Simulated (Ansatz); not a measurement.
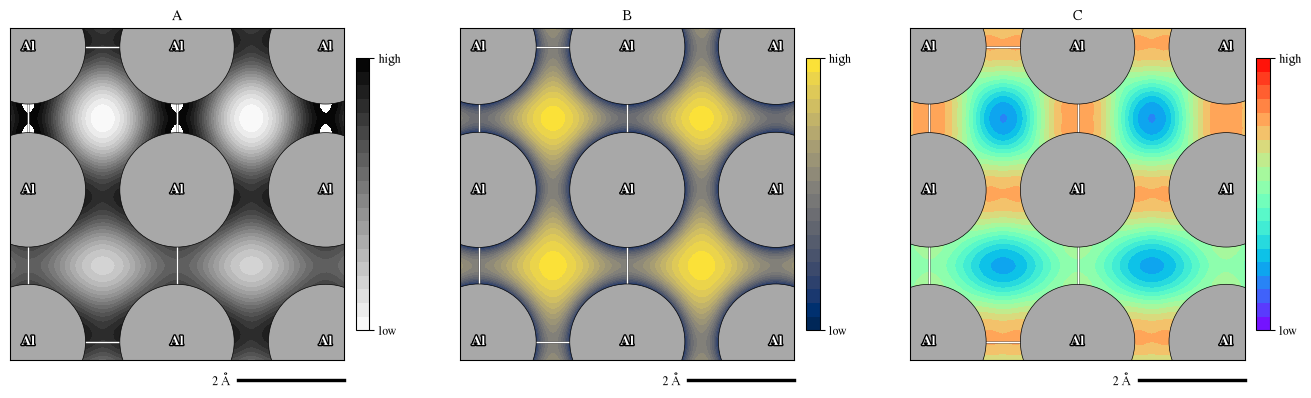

Al: 3 fields on the (001) plane of the conventional cell, with unlabelled colour scales. Grey discs cover the atomic cores.

Space group Immm; a structure generated by program, which may or may not match a known phase.

Level of theory: Ansatz, DFT PBE, scalar-relativistic, plane waves, PAW.

The calculation's input:

```
crystal:
  lattice:
    - [-1.4019390061, 2.7791385015, 4.4660136087]
    - [1.4019390061, -2.7791385015, 4.4660136087]
    - [1.4019390061, 2.7791385015, -4.4660136087]
  atoms:
    - { symbol: Al, position: [0.7426575971, 0.0, 0.7426575971] }
    - { symbol: Al, position: [0.2573424029, 0.0, 0.2573424029] }
    - { symbol: Al, position: [0.2248464997, 0.7248464997, 0.5] }
    - { symbol: Al, position: [0.7751535003, 0.2751535003, 0.5] }
basis:
  ecutwfc: 420
kpoints:
  mp_grid: { grid: [18, 18, 18] }
  band_path:
    path:
      - [[0.0, 0.0, 0.0], [0.5, 0.5, -0.5], [0.27463532, 0.72536468, -0.27463532]]
      - [[-0.27463532, 0.27463532, 0.27463532], [0.0, 0.0, 0.0], [0.34681002, -0.34681002, 0.34681002]]
      - [[0.65318998, 0.34681002, -0.34681002], [0.5, 0.5, -0.5]]
      - [[0.0, 0.0, 0.0], [0.0, 0.5, 0.0], [0.25, 0.25, 0.25], [0.5, 0.0, 0.0], [0.0, 0.0, 0.0], [0.0, 0.0, 0.5], [0.25, 0.25, 0.25]]
    npoints: 14
hamiltonian:
  xc: pbe
scf:
  occupations: { method: gaussian, width: 0.1 }
  n_extra_bands: 10
output:
  forces: true
  stress: true
  eigenvalues: true
  populations: true
  dos: { projected: true, de: 0.02, nscf_kmesh: { grid: [22, 22, 22] } }
  bader: true
  write_density: true
  write_potential: true
  elf: true
  volumetric_format: npy
```

Run with:

```sh
ansatz run input.yaml --threads 1 --pin off --max-ram 2560MiB --backend cpu --events-out ev --progress --plain --runs-dir out
```

Below, planes, directions and counts refer to the conventional cell (a = 2.80 Å, b = 5.56 Å, c = 8.93 Å, α = 90.00°, β = 90.00°, γ = 90.00°).

Q: Which field does each panel show? The fields are: electron localisation function, electrostatic potential energy of an electron and valence pseudo-density.

A: Panel A: valence pseudo-density. Panel B: electrostatic potential energy of an electron (low next to the atoms, rising into the space between them). Panel C: electron localisation function. From the grid: Al–Al (2.70 Å): the density is about 0.25 e/Å³ at the midpoint; the ELF peaks at about 0.80 between the atoms. Al–Al (2.80 Å): ρ at the midpoint is about 0.22 e/Å³; the ELF peaks at about 0.75 between the atoms.
